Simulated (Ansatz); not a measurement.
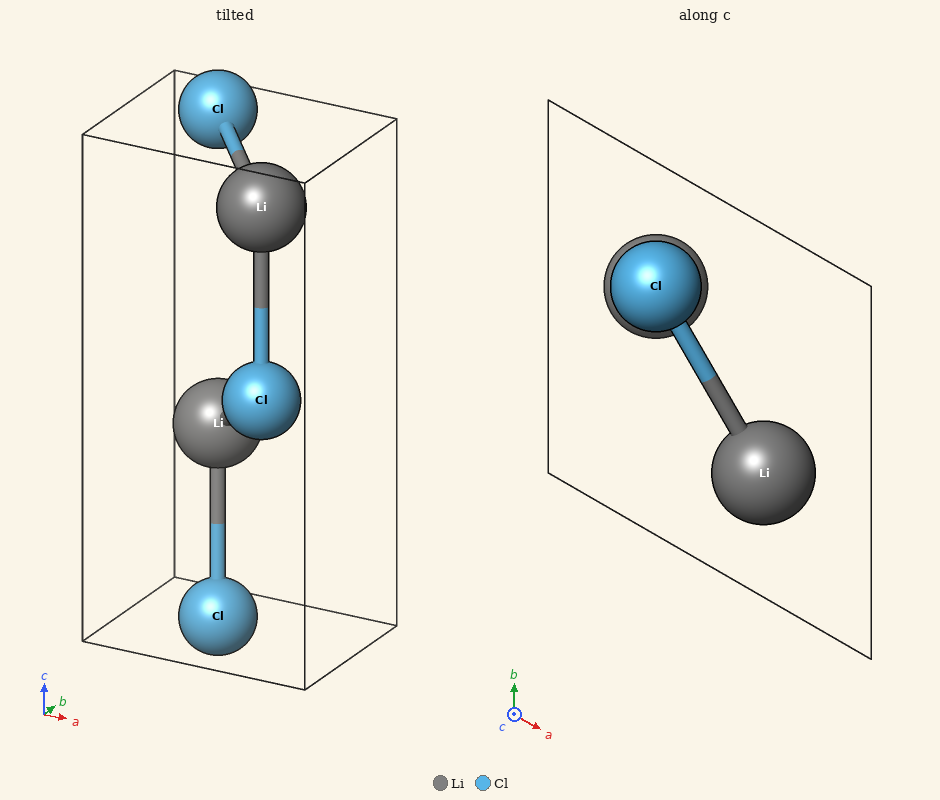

The figure gives a ball-and-stick picture of the atoms, viewed slightly off an axis and along the c axis. Thin lines show the conventional unit cell, with boundary atoms drawn in all their periodic places. Cell: a = 3.93 Å, b = 3.93 Å, c = 6.29 Å, α = 90.00°, β = 90.00°, γ = 120.00°.

Starting structure: a structure listed in the Materials Project. Earlier steps of the study may have refined or changed the cell and positions. Ansatz was used for an electronic-structure calculation on it.

Caption:

Answer. The compound is LiCl. Its lattice is primitive hexagonal, its space group P6_3mc (No. 186). It belongs to the family called wurtzite. Counting shared atoms by their share gives 2 Li, 2 Cl, or 4 atoms. Around each Li lie four Cl in a tetrahedral arrangement at about 2.4 Å. The neighbours of Cl are four Li in a tetrahedral arrangement at about 2.4 Å. The bonds build a three-dimensional framework.

Computational set-up: DFT PBE, scalar-relativistic, plane waves, PAW (Ansatz 0.2.0), cutoff 420 eV, k-points on a 9×9×4 grid, Gaussian smearing of 0.02 eV, no spin polarisation.

Metal or not?

Answer. An insulator at this level, with a gap of 5.94 eV, direct.

What charge does Bader's analysis assign to each element?

Answer. Li +0.89 e; Cl -0.89 e.

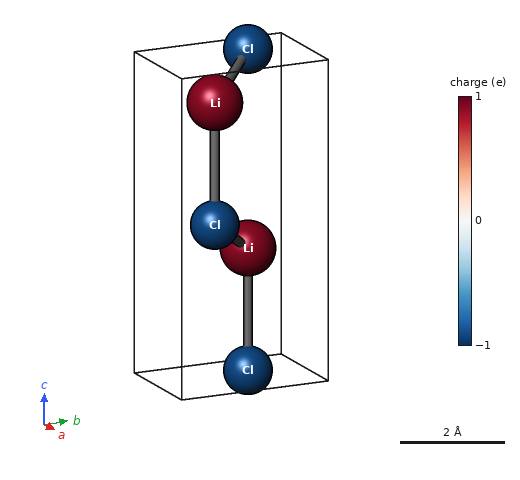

The atoms coloured by those charges. The run's cell of 4 atoms is drawn.

Does the calculation find this structure at rest?

Answer. Yes. All forces vanish to within 0.01 eV/Å. The pressure is 0.0 GPa, close to zero.
